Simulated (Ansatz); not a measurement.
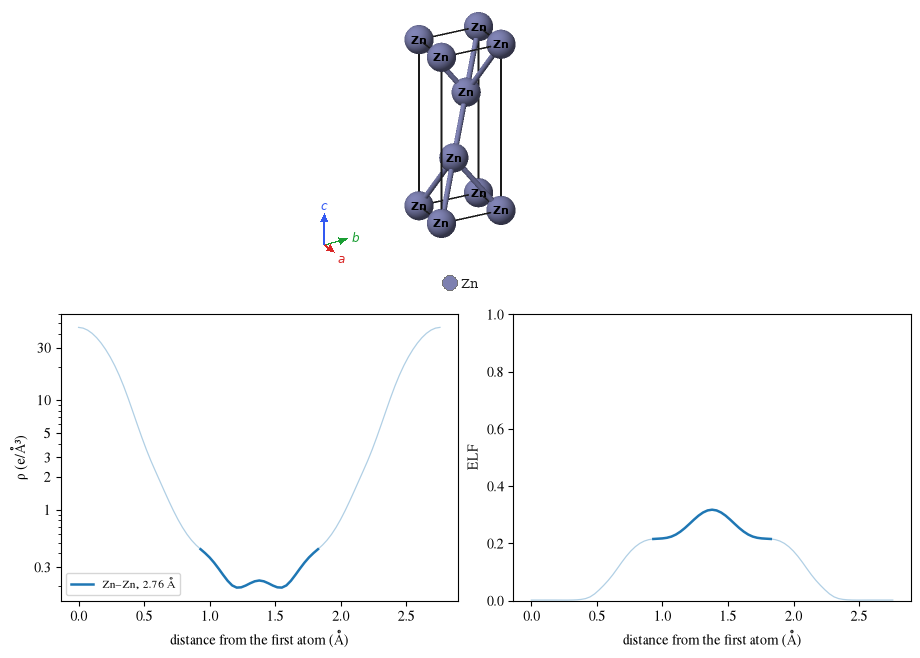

The picture shows: Zn. Valence pseudo-density and electron localisation function along straight lines between neighbouring atoms. Thin, pale parts lie inside the atomic spheres. The structure is drawn too.

Space group R-3m; a structure from a database of computed crystals, not necessarily the ambient phase; computed pressure about −5 GPa in this cell.

Method: DFT PBE, scalar-relativistic, plane waves, PAW (Ansatz 0.2.0).

Core electrons are frozen (PAW), and the valence fields are smoothed inside the atomic spheres.

### What can be read from the curves?

Zn–Zn (2.76 Å): ρ at the midpoint is about 0.23 e/Å³, with its minimum of 0.2 e/Å³ about 1.6 Å from Zn; the ELF is about 0.30 at the midpoint.
